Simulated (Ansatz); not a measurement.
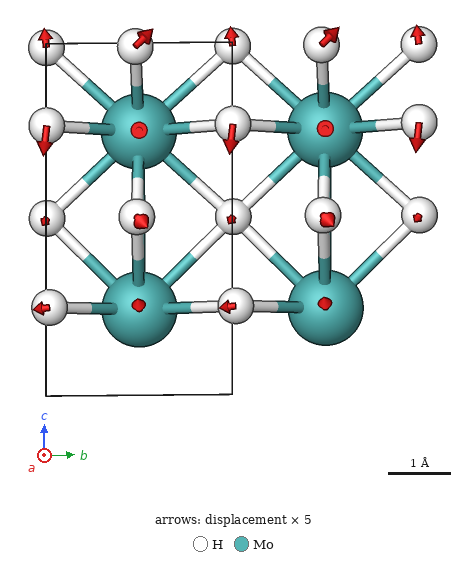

This is a relaxation of a crystal of MoH₃ (a generated structure, set up in P1) (coarse preliminary run). The starting structure is drawn; red arrows show the displacements (the part carried along by the change of the cell is left out), 5 times their true length.

The picture is a ball-and-stick view of the cell of the calculation, repeated 1 × 2 × 1 with one cell outlined, seen along the a axis.

Method: DFT PBE, scalar-relativistic, plane waves, PAW in Ansatz 0.2.0.

The input:
```yaml
crystal:
  lattice:
    - [-2.8921275728, -0.0478556711, 0.0246536282]
    - [0.0246536282, -0.0124948986, -3.0252147479]
    - [-0.0957113422, -5.7256085308, -0.0249897972]
  atoms:
    - { symbol: H, position: [0.9963291976, 1.0042980175, 0.7674619664] }
    - { symbol: H, position: [0.0039719701, 1.0194759728, 0.2513243562] }
    - { symbol: H, position: [0.5015408528, 1.0025579632, 0.9885280223] }
    - { symbol: H, position: [0.4956368316, 1.0059122339, 0.504345489] }
    - { symbol: H, position: [0.9781060749, 0.4876866754, 0.5063405565] }
    - { symbol: H, position: [1.0115441822, 0.4792933176, -0.0101154436] }
    - { symbol: Mo, position: [0.527700099, 0.4988960799, 0.7485542973], spin: 0.63 }
    - { symbol: Mo, position: [0.4851707918, 0.5018797396, 0.2435607561], spin: 0.63 }
basis:
  ecutwfc: 420
kpoints:
  mp_grid: { grid: [8, 8, 4] }
hamiltonian:
  xc: pbe
scf:
  occupations: { method: gaussian, width: 0.2 }
  lower_state_search: "off"
output:
  forces: true
  stress: true
  eigenvalues: true
  populations: true
magnetization:
  spin_polarized: true
relax:
  adjacent_minimum: "off"
  f_tol: 0.025
  max_steps: 60
  cell: { stress_tol: 0.25 }
```

Command:
```bash
ansatz run input.yaml --threads 1 --pin off --max-ram 2560MiB --backend cpu --events-out ev --progress --plain --runs-dir out
```

What did the optimiser do to the structure, and how much energy did it gain?

Answer. The largest move relative to the cell is that of H1, 0.10 Å along [1 −1 −3]. By element the largest moves are H 0.10 Å, Mo 0.08 Å. The volume changes by −2.0 %, with a 2.893 → 2.905 Å (+0.4 %), b 3.025 → 2.907 Å (−3.9 %), c 5.726 → 5.811 Å (+1.5 %), α 89.5° → 90.0°, β 88.1° → 90.0°, γ 91.0° → 90.0°. Some distances before and after: H5–Mo7 1.872 → 2.054 Å, H1–Mo7 2.187 → 2.056 Å, Mo7–Mo7 3.025 → 2.907 Å, H2–Mo8 2.153 → 2.054 Å. Bond angles that change, for instance: Mo7–H1–Mo7 172.7° → 179.9°, Mo7–H5–Mo8 174.4° → 179.9°, Mo7–H3–Mo7 95.5° → 90.0°. The space group (tolerance 0.01 Å) goes from P1 (No. 1) to Pm-3m (No. 221). Over 3 accepted moves (4 points after the start) the energy falls by 18.3 meV per atom. The largest force component goes from 0.33 to 0.0016 eV/Å. The pressure goes from −2.72 to −0.02 GPa. At 1 point the geometry stayed and the basis and grid were re-selected for the new cell (energy shift of 0.1 meV per atom at most each time). The program noted that the starting moments weren't kept. The run took 6.6 min on 1 thread of AMD EPYC (Zen 3), with other jobs on the host, peak memory 0.61 GiB.
